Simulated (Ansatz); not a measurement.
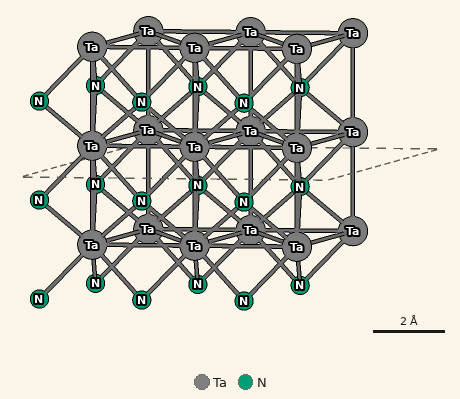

Crystalline TaN (P-6m2): the crystal is pulled apart rigidly along the normal of the (0 0 1) plane of the conventional cell, at a cut between a plane of N below and one of Ta above, 1.44 Å apart. One cut stands in each cell, which starts 8.6 Å high; nothing is relaxed, and the dashed outline marks the cut. The picture shows the perfect crystal around the cut (dashed). A ball-and-stick model of the layers on both sides of the cut, seen from the side, nearly along the cut plane.

These are results of Ansatz, DFT PBEsol, scalar-relativistic, plane waves, PAW, not measurements. Set-up: plane-wave cutoff 420 eV; k-point mesh 23 × 23 × 7; occupations gaussian; smearing width 0.15 eV; no spin polarisation. Energies (free energies at the smearing named) are counted from the relaxed crystal.

Input file:
```yaml
crystal:
  lattice:
    - [-2.9239890447, 0.0, 0.0]
    - [-1.4619945224, -2.5322487931, 0.0]
    - [0.0, 0.0, 8.612182928]
  atoms:
    - { symbol: Ta, position: [0.3333333333, 0.3333333333, 0.1666666667] }
    - { symbol: Ta, position: [0.3333333333, 0.3333333333, 0.5] }
    - { symbol: Ta, position: [0.3333333333, 0.3333333333, 0.8333333333] }
    - { symbol: "N", position: [0.0, 0.0, 0.0] }
    - { symbol: "N", position: [0.0, 0.0, 0.3333333333] }
    - { symbol: "N", position: [0.0, 0.0, 0.6666666667] }
basis:
  ecutwfc: 420
kpoints:
  mp_grid: { grid: [23, 23, 7] }
hamiltonian:
  xc: pbesol
scf:
  occupations: { method: gaussian, width: 0.15 }
output:
  forces: true
  stress: true
  eigenvalues: true
```

Command:
```bash
ansatz run input.yaml --threads 2 --pin off --max-ram 5120MiB --backend cpu --events-out ev --progress --plain --runs-dir out
```

**Give the energy at each point (the opening: −0.30, 0.00, 0.25, 0.50, 1.00, 1.50, 2.00, 3.00, 4.50, 6.00 Å).**

```tsv
opening (Å)	ΔE per area (J/m²)
−0.30	2.4
0.00	0.0
0.25	1.0
0.50	3.0
1.00	7.1
1.50	9.5
2.00	10.6
3.00	11.2
4.50	11.4
6.00	11.4
```

At the widest opening, 6.00 Å, the energy has risen by 11.4 J/m², where the curve has levelled off: this is the ideal work of separation, the sum of the two unrelaxed surface energies of a slab 8.6 Å thick. The steepest rise lies between 0.25 Å and 0.50 Å, with a mean traction of about 83 GPa. Pressing the cut together by 0.30 Å costs 2.4 J/m².

The computed profile:

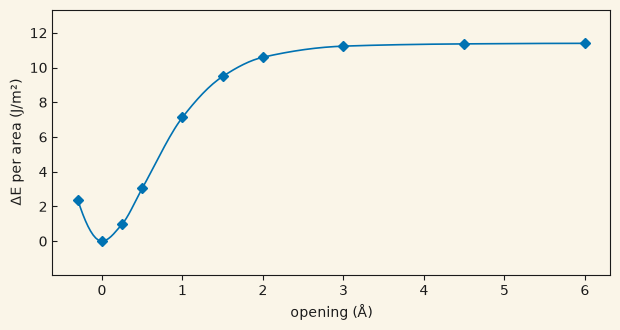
